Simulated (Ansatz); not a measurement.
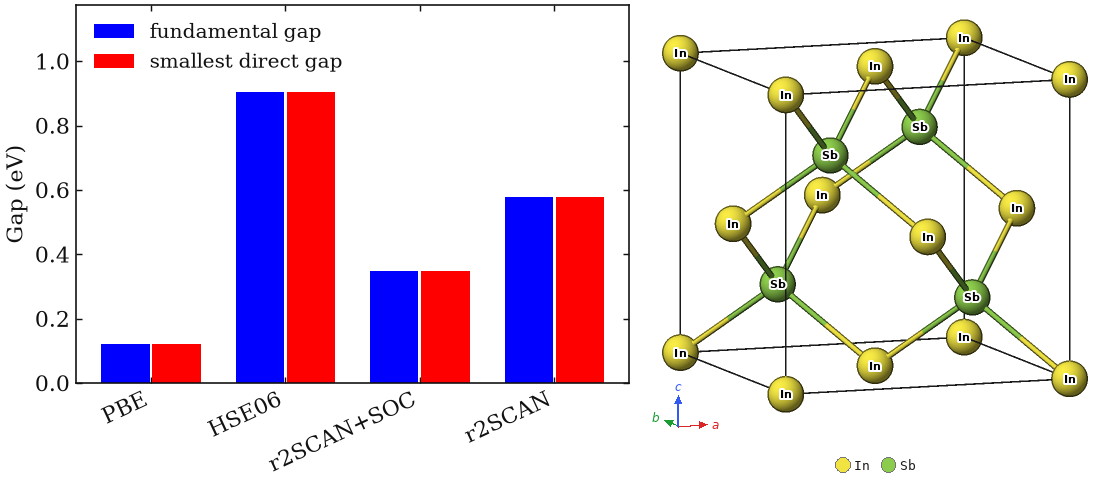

Gaps of InSb, space group F-43m (No. 216), 2 atoms in the cell, zincblende type, hydrostatic strain −3.0%, at several levels of theory on one cell (Ansatz, plane waves and PAW; edges over the mesh and the special points).

Q: How does the gap depend on the level, and does its kind change?

A: In rising order: PBE 0.12 eV, r2SCAN+SOC 0.35 eV, r2SCAN 0.58 eV and HSE06 0.90 eV. It is direct at every level.
